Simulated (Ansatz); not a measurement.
The structure in question:

```yaml
crystal:
  lattice:
    - [5.29188, 0.00000, 0.00000]
    - [0.00000, 5.29188, 0.00000]
    - [0.00000, 0.00000, 7.80376]
  atoms:
    - { symbol: Cs, position: [0.00000, 0.00000, 0.00000] }
    - { symbol: Cs, position: [0.50000, 0.50000, 0.50000] }
```

Interpret the file: composition, symmetry and coordination.

The element is caesium. It belongs to space group I4/mmm (No. 139) and has a body-centred tetragonal lattice. The cell holds two atoms. The Cs atoms are each bonded to twelve Cs in a cuboctahedral arrangement at 5.29 to 5.41 Å. The bonds build a three-dimensional framework.

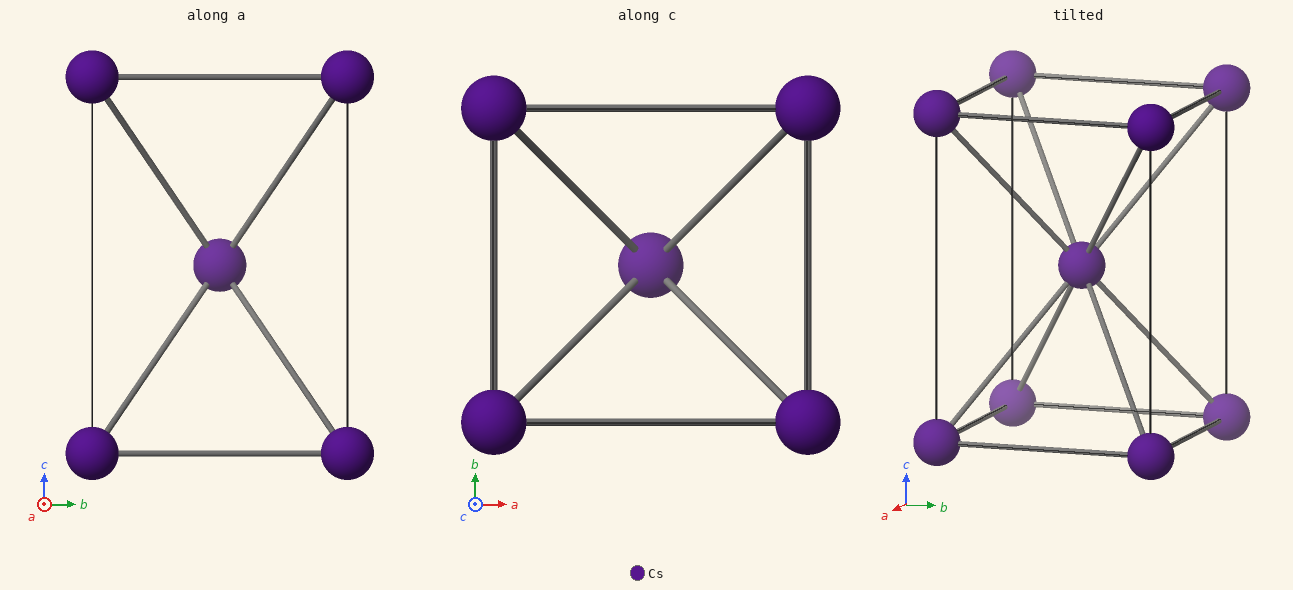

Ball-and-stick model, viewed along the a axis, along the c axis and slightly off an axis. Thin lines show the conventional unit cell, with boundary atoms drawn in all their periodic places. Colours: caesium purple.

The starting point was a structure listed in the Materials Project. A relaxation with Ansatz 0.2.0, DFT PBEsol, scalar-relativistic, plane waves, PAW gave the geometry drawn.
